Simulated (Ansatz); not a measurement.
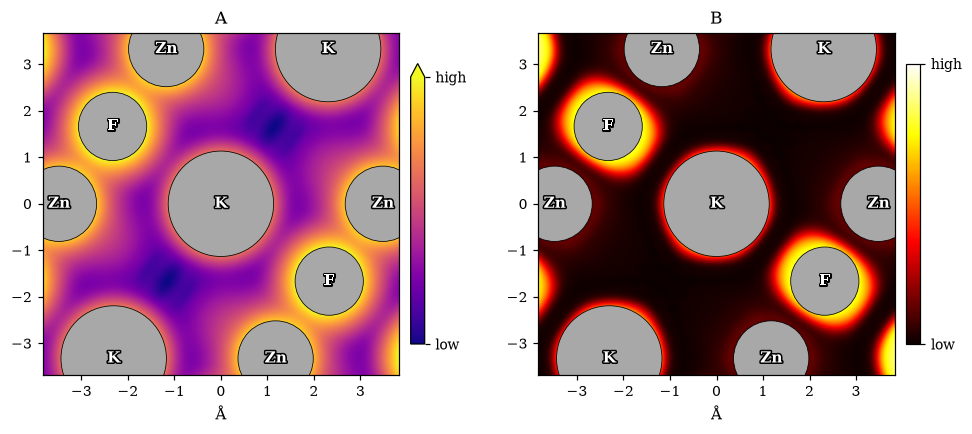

KZnF3: 2 fields on the (111) plane of the conventional cell, with unlabelled colour scales. Grey discs cover the atomic cores.

Space group Cmmm; started from the cubic perovskite prototype, which need not be the ambient phase; changed on purpose from its base cell (shear xy strain -2.0%).

The calculation used Ansatz, DFT, r2SCAN, plane waves, PAW.

### Match the panels to the quantities (electron localisation function and valence pseudo-density).

Panel A: valence pseudo-density. Panel B: electron localisation function. From the grid: Zn–F (2.02 Å): ρ is about 0.43 e/Å³ halfway; the ELF peaks at about 0.80 in the valence shell of F, 0.6 Å from its nucleus, and is about 0.10 at the midpoint: no shared electron pair shows on this line. K–F (2.86 Å): ρ at the midpoint is about 0.07 e/Å³; the ELF is about 0 at the midpoint; a largely ionic contact.
